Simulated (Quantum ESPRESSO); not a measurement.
# 1T-PbI2, 1 layer, stepped through biaxial strain, part 4 of 9

What law, if any, do the results for 1T-PbI2, 1 layer follow against biaxial strain?

Quantum ESPRESSO 7.5; plane-wave DFT, PBE, GBRV ultrasoft pseudopotentials.

So far. Step 2 (Variable-cell relaxation of the reference):  The last row is no step: it is a fresh SCF in the final cell with a new plane-wave basis, -0 meV from the row before. Step 3 (Relaxing the ions, -4 %): The relaxation lowers the energy by 13 meV an atom.

## Step 6: Bands along a path, -4 %

Bands along a path place the edges.

Contents of m0.bands.in:

```
&control
  prefix = 'm0.bands'
  outdir = './out'
  pseudo_dir = './pseudo'
  calculation = 'bands'
/
&system
  ibrav = 0
  nat = 3
  ntyp = 2
  ecutwfc = 40
  ecutrho = 200
  occupations = 'smearing'
  smearing = 'fd'
  degauss = 0.002
  nbnd = 20
/
&electrons
  conv_thr = 1e-07
  mixing_beta = 0.4
  electron_maxstep = 120
  mixing_mode = 'plain'
/
ATOMIC_SPECIES
  I   126.9045  i_pbe_v1.uspp.F.UPF
  Pb  207.2000  pb_pbe_v1.uspp.F.UPF
CELL_PARAMETERS angstrom
  4.47883271424000 0.00000000000000 0.00000000000000
  -2.23941635712000 3.87878291040000 0.00000000000000
  0.00000000000000 0.00000000000000 16.78885438200000
ATOMIC_POSITIONS crystal
  I   0.666666666700 0.333333333300 0.383012229900
  Pb  0.000000000000 0.000000000000 0.500000000000
  I   0.333333333300 0.666666666700 0.616987770100
K_POINTS crystal_b
4
  0.0000000000 0.0000000000 0.0000000000 12
  0.5000000000 0.0000000000 0.0000000000 12
  0.3333333333 0.3333333333 0.0000000000 12
  0.0000000000 0.0000000000 0.0000000000 1
```

Run with:

```bash
cp -r out/m0.scf.save out/m0.bands.save
cp out/m0.scf.xml out/m0.bands.xml
OMP_NUM_THREADS=1 mpirun -n 4 pw.x -nk 4 -in m0.bands.in > m0.bands.out
```

The log of the run:

```text
[banner, memory and clock lines left out]
Program PWSCF v.7.5 starts

          URL

     Atomic positions and unit cell read from directory:
     ./out/m0.bands.save/

     Message from routine setup:
     using ibrav=0 with symmetry is DISCOURAGED, use correct ibrav instead

     G-vector sticks info

     bravais-lattice index     =            0
     lattice parameter (alat)  =       8.4638  a.u.
     unit-cell volume          =    1968.2397 (a.u.)^3
     number of atoms/cell      =            3
     number of atomic types    =            2
     number of electrons       =        28.00
     number of Kohn-Sham states=           20
     kinetic-energy cutoff     =      40.0000  Ry
     charge density cutoff     =     200.0000  Ry
     Exchange-correlation= SLA  PW   PBE  PBE
                           (   1   4   3   4   0   0   0)

     celldm(1)=   8.463767  celldm(2)=   0.000000  celldm(3)=   0.000000
     celldm(4)=   0.000000  celldm(5)=   0.000000  celldm(6)=   0.000000

     crystal axes: (cart. coord. in units of alat)
               a(1) = (   1.000000   0.000000   0.000000 )
               a(2) = (  -0.500000   0.866025   0.000000 )
               a(3) = (   0.000000   0.000000   3.748489 )

     reciprocal axes: (cart. coord. in units 2 pi/alat)
               b(1) = (  1.000000  0.577350 -0.000000 )
               b(2) = (  0.000000  1.154701  0.000000 )
               b(3) = (  0.000000 -0.000000  0.266774 )

     PseudoPot. # 1 for I  read from file:
     ./pseudo/i_pbe_v1.uspp.F.UPF
     Pseudo is Ultrasoft + core correction, Zval =  7.0
     Generated by new atomic code, or converted to UPF format
     Using radial grid of  893 points,  6 beta functions with:
                l(1) =   0
                l(2) =   0
                l(3) =   1
                l(4) =   1
                l(5) =   2
                l(6) =   2
     Q(r) pseudized with  8 coefficients,  rinner =    1.500   1.500   1.500
                                                       1.500   1.500

     PseudoPot. # 2 for Pb read from file:
     ./pseudo/pb_pbe_v1.uspp.F.UPF
     Pseudo is Ultrasoft + core correction, Zval = 14.0
     Generated by new atomic code, or converted to UPF format
     Using radial grid of  899 points,  6 beta functions with:
                l(1) =   0
                l(2) =   0
                l(3) =   1
                l(4) =   1
                l(5) =   2
                l(6) =   2
     Q(r) pseudized with  6 coefficients,  rinner =    1.000   1.000   1.000
                                                       1.000   1.000

     atomic species   valence    mass     pseudopotential
     I                 7.00   126.90450     I ( 1.00)
     Pb               14.00   207.20000     Pb( 1.00)

     12 Sym. Ops., with inversion, found

   Cartesian axes

     site n.     atom                  positions (alat units)
         1        I      tau(   1) = (   0.5000000   0.2886751   1.4357171  )
         2        Pb     tau(   2) = (   0.0000000   0.0000000   1.8742444  )
         3        I      tau(   3) = (  -0.0000000   0.5773503   2.3127718  )

     number of k points=    37  Fermi-Dirac smearing, width (Ry)=  0.0020
                       cart. coord. in units 2pi/alat
        k(    1) = (   0.0000000   0.0000000   0.0000000), wk =   0.0540541
        k(    2) = (   0.0416667   0.0240563   0.0000000), wk =   0.0540541
        k(    3) = (   0.0833333   0.0481125   0.0000000), wk =   0.0540541
        k(    4) = (   0.1250000   0.0721688   0.0000000), wk =   0.0540541
        k(    5) = (   0.1666667   0.0962250   0.0000000), wk =   0.0540541
        k(    6) = (   0.2083333   0.1202813   0.0000000), wk =   0.0540541
        k(    7) = (   0.2500000   0.1443376   0.0000000), wk =   0.0540541
        k(    8) = (   0.2916667   0.1683938   0.0000000), wk =   0.0540541
        k(    9) = (   0.3333333   0.1924501   0.0000000), wk =   0.0540541
        k(   10) = (   0.3750000   0.2165064   0.0000000), wk =   0.0540541
        k(   11) = (   0.4166667   0.2405626   0.0000000), wk =   0.0540541
        k(   12) = (   0.4583333   0.2646189   0.0000000), wk =   0.0540541
        k(   13) = (   0.5000000   0.2886751   0.0000000), wk =   0.0540541
        k(   14) = (   0.4861111   0.3127314   0.0000000), wk =   0.0540541
        k(   15) = (   0.4722222   0.3367877   0.0000000), wk =   0.0540541
        k(   16) = (   0.4583333   0.3608439   0.0000000), wk =   0.0540541
        k(   17) = (   0.4444444   0.3849002   0.0000000), wk =   0.0540541
        k(   18) = (   0.4305556   0.4089564   0.0000000), wk =   0.0540541
        k(   19) = (   0.4166667   0.4330127   0.0000000), wk =   0.0540541
        k(   20) = (   0.4027778   0.4570690   0.0000000), wk =   0.0540541
        k(   21) = (   0.3888889   0.4811252   0.0000000), wk =   0.0540541
        k(   22) = (   0.3750000   0.5051815   0.0000000), wk =   0.0540541
        k(   23) = (   0.3611111   0.5292377   0.0000000), wk =   0.0540541
        k(   24) = (   0.3472222   0.5532940   0.0000000), wk =   0.0540541
        k(   25) = (   0.3333333   0.5773503   0.0000000), wk =   0.0540541
        k(   26) = (   0.3055556   0.5292377   0.0000000), wk =   0.0540541
        k(   27) = (   0.2777778   0.4811252   0.0000000), wk =   0.0540541
        k(   28) = (   0.2500000   0.4330127   0.0000000), wk =   0.0540541
        k(   29) = (   0.2222222   0.3849002   0.0000000), wk =   0.0540541
        k(   30) = (   0.1944444   0.3367877   0.0000000), wk =   0.0540541
        k(   31) = (   0.1666667   0.2886751   0.0000000), wk =   0.0540541
        k(   32) = (   0.1388889   0.2405626   0.0000000), wk =   0.0540541
        k(   33) = (   0.1111111   0.1924501   0.0000000), wk =   0.0540541
        k(   34) = (   0.0833333   0.1443376   0.0000000), wk =   0.0540541
        k(   35) = (   0.0555556   0.0962250   0.0000000), wk =   0.0540541
        k(   36) = (   0.0277778   0.0481125   0.0000000), wk =   0.0540541
        k(   37) = (   0.0000000   0.0000000   0.0000000), wk =   0.0540541

     Dense  grid:    93785 G-vectors     FFT dimensions: (  40,  40, 144)

     Smooth grid:    67207 G-vectors     FFT dimensions: (  36,  36, 128)

     Check: negative core charge=   -0.000004

     The potential is recalculated from file :
     ./out/m0.bands.save/charge-density

     negative rho (up, down):  1.657E-02 0.000E+00
     Starting wfcs are   17 randomized atomic wfcs +    3 random wfcs

     Band Structure Calculation
     Davidson diagonalization with overlap

     ethr =  3.57E-10,  avg # of iterations = 79.5

     End of band structure calculation

          k = 0.0000 0.0000 0.0000 (  8469 PWs)   bands (ev):

[...]
k = 0.2083 0.1203 0.0000 (  8421 PWs)   bands (ev):

   -17.9945 -17.9763 -17.9651 -17.9581 -17.9556 -13.6646 -13.2608  -8.8701
    -3.8517  -3.4209  -3.0769  -3.0587  -2.4934  -2.0422   1.1341   1.8326
     1.8380   3.9617   4.1369   4.5868

          k = 0.2500 0.1443 0.0000 (  8431 PWs)   bands (ev):

   -17.9987 -17.9736 -17.9671 -17.9581 -17.9535 -13.5936 -13.2240  -8.9209
    -4.1036  -3.5687  -3.1857  -3.0490  -2.5259  -2.1445   1.1452   1.8891
     1.9856   4.0816   4.1681   4.5248

          k = 0.2917 0.1684 0.0000 (  8397 PWs)   bands (ev):

   -18.0031 -17.9713 -17.9688 -17.9577 -17.9514 -13.5176 -13.1888  -8.9784
    -4.3325  -3.6990  -3.2868  -3.0220  -2.5604  -2.2758   1.1643   1.9312
     2.0567   4.0059   4.2979   4.6675

          k = 0.3333 0.1925 0.0000 (  8413 PWs)   bands (ev):

   -18.0073 -17.9702 -17.9695 -17.9569 -17.9494 -13.4408 -13.1583  -9.0384
    -4.5308  -3.7959  -3.3753  -2.9990  -2.5936  -2.4104   1.1836   1.9587
     2.0644   3.8682   4.5084   4.8900

          k = 0.3750 0.2165 0.0000 (  8391 PWs)   bands (ev):

   -18.0111 -17.9713 -17.9684 -17.9558 -17.9477 -13.3683 -13.1359  -9.0953
    -4.6918  -3.8582  -3.4476  -2.9935  -2.6224  -2.5233   1.1977   1.9744
     2.0378   3.7473   4.7581   5.1363

          k = 0.4167 0.2406 0.0000 (  8380 PWs)   bands (ev):

   -18.0140 -17.9722 -17.9678 -17.9547 -17.9464 -13.3058 -13.1234  -9.1423
    -4.8104  -3.8914  -3.5011  -3.0113  -2.6447  -2.5961   1.2057   1.9820
     2.0026   3.6554   5.0403   5.3801

          k = 0.4583 0.2646 0.0000 (  8372 PWs)   bands (ev):

   -18.0159 -17.9727 -17.9675 -17.9539 -17.9456 -13.2610 -13.1202  -9.1735
    -4.8831  -3.9049  -3.5340  -3.0391  -2.6587  -2.6298   1.2090   1.9758
     1.9850   3.5979   5.3473   5.5897

          k = 0.5000 0.2887 0.0000 (  8374 PWs)   bands (ev):

   -18.0165 -17.9728 -17.9674 -17.9536 -17.9453 -13.2439 -13.1207  -9.1844
    -4.9076  -3.9080  -3.5450  -3.0523  -2.6634  -2.6386   1.2098   1.9661
     1.9857   3.5784   5.6148   5.6608

          k = 0.4861 0.3127 0.0000 (  8388 PWs)   bands (ev):

   -18.0163 -17.9727 -17.9676 -17.9537 -17.9453 -13.2426 -13.1202  -9.1849
    -4.9036  -3.9086  -3.5703  -3.0497  -2.6761  -2.6203   1.2254   1.9713
     1.9762   3.5952   5.6190   5.6658

          k = 0.4722 0.3368 0.0000 (  8392 PWs)   bands (ev):

   -18.0156 -17.9724 -17.9684 -17.9539 -17.9454 -13.2388 -13.1187  -9.1865
    -4.8917  -3.9108  -3.6380  -3.0434  -2.7123  -2.5721   1.2697   1.9491
     1.9876   3.6456   5.6313   5.6788

          k = 0.4583 0.3608 0.0000 (  8398 PWs)   bands (ev):

   -18.0146 -17.9719 -17.9696 -17.9544 -17.9454 -13.2325 -13.1165  -9.1891
    -4.8719  -3.9157  -3.7324  -3.0351  -2.7670  -2.5084   1.3354   1.9087
     2.0163   3.7294   5.6513   5.6965

          k = 0.4444 0.3849 0.0000 (  8406 PWs)   bands (ev):

   -18.0131 -17.9713 -17.9712 -17.9549 -17.9455 -13.2241 -13.1136  -9.1926
    -4.8444  -3.9253  -3.8393  -3.0258  -2.8330  -2.4426   1.4119   1.8604
     2.0596   3.8465   5.6777   5.7166

          k = 0.4306 0.4090 0.0000 (  8394 PWs)   bands (ev):

   -18.0113 -17.9734 -17.9704 -17.9556 -17.9456 -13.2137 -13.1105  -9.1971
    -4.8095  -3.9491  -3.9422  -3.0161  -2.9017  -2.3838   1.4877   1.8101
     2.1186   3.9959   5.7090   5.7370

          k = 0.4167 0.4330 0.0000 (  8382 PWs)   bands (ev):

   -18.0091 -17.9759 -17.9694 -17.9564 -17.9457 -13.2017 -13.1075  -9.2023
    -4.7673  -4.0551  -3.9689  -3.0068  -2.9648  -2.3373   1.5533   1.7633
     2.1919   4.1764   5.7426   5.7548

          k = 0.4028 0.4571 0.0000 (  8390 PWs)   bands (ev):

   -18.0068 -17.9786 -17.9683 -17.9573 -17.9458 -13.1885 -13.1051  -9.2081
    -4.7184  -4.1529  -4.0075  -3.0155  -2.9988  -2.3051   1.6041   1.7236
     2.2728   4.3854   5.7657   5.7745

          k = 0.3889 0.4811 0.0000 (  8380 PWs)   bands (ev):

   -18.0042 -17.9814 -17.9671 -17.9582 -17.9459 -13.1746 -13.1038  -9.2140
    -4.6635  -4.2394  -4.0577  -3.0495  -2.9936  -2.2866   1.6399   1.6937
     2.3518   4.6185   5.7652   5.7904

          k = 0.3750 0.5052 0.0000 (  8392 PWs)   bands (ev):

   -18.0015 -17.9844 -17.9658 -17.9592 -17.9460 -13.1604 -13.1043  -9.2197
    -4.6034  -4.3124  -4.1166  -3.0658  -2.9928  -2.2794   1.6625   1.6742
     2.4193   4.8673   5.7501   5.7776

          k = 0.3611 0.5292 0.0000 (  8400 PWs)   bands (ev):

   -17.9987 -17.9875 -17.9646 -17.9603 -17.9461 -13.1465 -13.1071  -9.2246
    -4.5405  -4.3705  -4.1786  -3.0663  -2.9983  -2.2794   1.6648   1.6739
     2.4686   5.1134   5.7249   5.7751

          k = 0.3472 0.5533 0.0000 (  8390 PWs)   bands (ev):

   -17.9960 -17.9904 -17.9634 -17.9613 -17.9462 -13.1335 -13.1127  -9.2281
    -4.4801  -4.4131  -4.2336  -3.0540  -3.0113  -2.2823   1.6642   1.6761
     2.4973   5.3104   5.7153   5.7805

          k = 0.3333 0.5774 0.0000 (  8394 PWs)   bands (ev):

   -17.9932 -17.9932 -17.9623 -17.9623 -17.9462 -13.1217 -13.1217  -9.2294
    -4.4400  -4.4400  -4.2599  -3.0325  -3.0325  -2.2840   1.6705   1.6705
     2.5063   5.3790   5.7585   5.7585

          k = 0.3056 0.5292 0.0000 (  8400 PWs)   bands (ev):

   -17.9981 -17.9880 -17.9642 -17.9607 -17.9461 -13.1517 -13.1042  -9.2228
    -4.4735  -4.4486  -4.1616  -3.0943  -2.9741  -2.2739   1.6435   1.6940
     2.4778   5.2676   5.5413   5.7313

          k = 0.2778 0.4811 0.0000 (  8388 PWs)   bands (ev):

   -18.0016 -17.9834 -17.9658 -17.9598 -17.9461 -13.1992 -13.0972  -9.2006
    -4.5171  -4.4050  -3.9915  -3.1607  -2.9119  -2.2430   1.6101   1.7164
     2.4108   5.1035   5.2332   5.5265

          k = 0.2500 0.4330 0.0000 (  8389 PWs)   bands (ev):

   -18.0035 -17.9797 -17.9670 -17.9595 -17.9463 -13.2638 -13.1027  -9.1609
    -4.5053  -4.3242  -3.8103  -3.1986  -2.8600  -2.1982   1.5871   1.7207
     2.3250   4.9410   4.9443   5.3146

          k = 0.2222 0.3849 0.0000 (  8409 PWs)   bands (ev):

   -18.0035 -17.9770 -17.9676 -17.9596 -17.9472 -13.3425 -13.1211  -9.1057
    -4.4267  -4.2229  -3.6338  -3.1797  -2.8250  -2.1478   1.5828   1.6958
     2.2328   4.7021   4.7707   5.1691

          k = 0.1944 0.3368 0.0000 (  8437 PWs)   bands (ev):

   -18.0020 -17.9755 -17.9676 -17.9597 -17.9488 -13.4304 -13.1508  -9.0404
    -4.2801  -4.1101  -3.4757  -3.0932  -2.8052  -2.0967   1.5879   1.6391
     2.1441   4.5271   4.5652   5.0071

          k = 0.1667 0.2887 0.0000 (  8447 PWs)   bands (ev):

   -17.9992 -17.9754 -17.9670 -17.9596 -17.9510 -13.5216 -13.1890  -8.9721
    -4.0701  -3.9803  -3.3511  -2.9543  -2.7892  -2.0476   1.5592   1.5752
     2.0655   4.3463   4.3966   4.8004

          k = 0.1389 0.2406 0.0000 (  8425 PWs)   bands (ev):

   -17.9957 -17.9765 -17.9657 -17.9592 -17.9536 -13.6098 -13.2316  -8.9077
    -3.8200  -3.8068  -3.2733  -2.7965  -2.7615  -2.0032   1.4750   1.5161
     1.9875   4.1336   4.2601   4.7470

          k = 0.1111 0.1925 0.0000 (  8435 PWs)   bands (ev):

   -17.9921 -17.9784 -17.9638 -17.9588 -17.9560 -13.6895 -13.2743  -8.8527
    -3.6194  -3.5104  -3.2387  -2.7155  -2.6553  -1.9739   1.3980   1.4146
     1.8853   3.9374   4.1285   4.8593

          k = 0.0833 0.1443 0.0000 (  8429 PWs)   bands (ev):

   -17.9890 -17.9807 -17.9617 -17.9587 -17.9577 -13.7562 -13.3127  -8.8100
    -3.3786  -3.2936  -3.1434  -2.6588  -2.5518  -1.9842   1.2159   1.4061
     1.7635   3.7624   4.0388   5.0730

          k = 0.0556 0.0962 0.0000 (  8449 PWs)   bands (ev):

   -17.9867 -17.9828 -17.9599 -17.9596 -17.9577 -13.8062 -13.3430  -8.7803
    -3.2866  -3.1090  -2.8832  -2.5948  -2.4879  -2.0626   0.9872   1.4583
     1.6607   3.6126   3.9876   4.8809

          k = 0.0278 0.0481 0.0000 (  8437 PWs)   bands (ev):

   -17.9853 -17.9843 -17.9608 -17.9581 -17.9576 -13.8372 -13.3625  -8.7630
    -3.2981  -2.8389  -2.7170  -2.5063  -2.4557  -2.2106   0.7840   1.5381
     1.5982   3.5003   3.9606   4.7073

          k = 0.0000 0.0000 0.0000 (  8469 PWs)   bands (ev):

   -17.9848 -17.9848 -17.9611 -17.9575 -17.9575 -13.8477 -13.3692  -8.7574
    -3.3030  -2.6762  -2.6762  -2.4500  -2.4500  -2.3281   0.7012   1.5777
     1.5777   3.4558   3.9519   4.6391

     XML data file, pseudopotentials, collected wavefunctions

                                        0.00s GPU  (     696 calls)
```

Run time: 40 s. Hardware: 4 MPI ranks of Arm Neoverse V1, shared host; peak memory 0.38 GiB.

Numbers from this step:

```
valence top, on the run's zero       : -1.974 eV
conduction bottom, on the run's zero : 0.7012 eV
gap by band count                    : 2.675 eV
```

Band numbers count within the set of bands kept for display. Electronic bands along the path, in eV, zero at the highest filled level of the SCF mesh; v1 is the highest filled band, c1 the lowest empty one:

| point | v4 | v3 | v2 | v1 | c1 | c2 | c3 | c4 |
| --- | --- | --- | --- | --- | --- | --- | --- | --- |
| Γ | -0.68 | -0.46 | -0.46 | -0.34 | 2.69 | 3.57 | 3.57 | 5.45 |
| M | -1.55 | -1.06 | -0.67 | -0.65 | 3.20 | 3.96 | 3.98 | 5.57 |
| K | -2.27 | -1.04 | -1.04 | -0.29 | 3.66 | 3.66 | 4.50 | 7.37 |
| Γ | -0.68 | -0.46 | -0.46 | -0.34 | 2.69 | 3.57 | 3.57 | 5.45 |

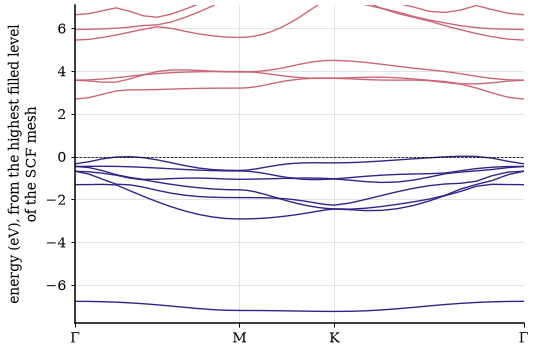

Electronic bands along the path; lines of filled and empty bands in two colours.

Along this path the valence top lies between K and Γ and the conduction bottom at Γ.

(Continued in part 5 of 9.)

[Logs are printed without paths, hosts, clocks, repeated set-up lines and the standing remarks that a program may print on its own settings, such as how far it seeks lower states.]

[Hosts, paths, dates, database ids (printed as entryN), source tags and the programs' standing remarks are cut or masked in the printed files.]

[Maps of the electrostatic potential energy from Ansatz leave out the sawtooth potential of an applied field or a dipole correction, so their vacuum need not be flat; planar profiles and work functions include it.]
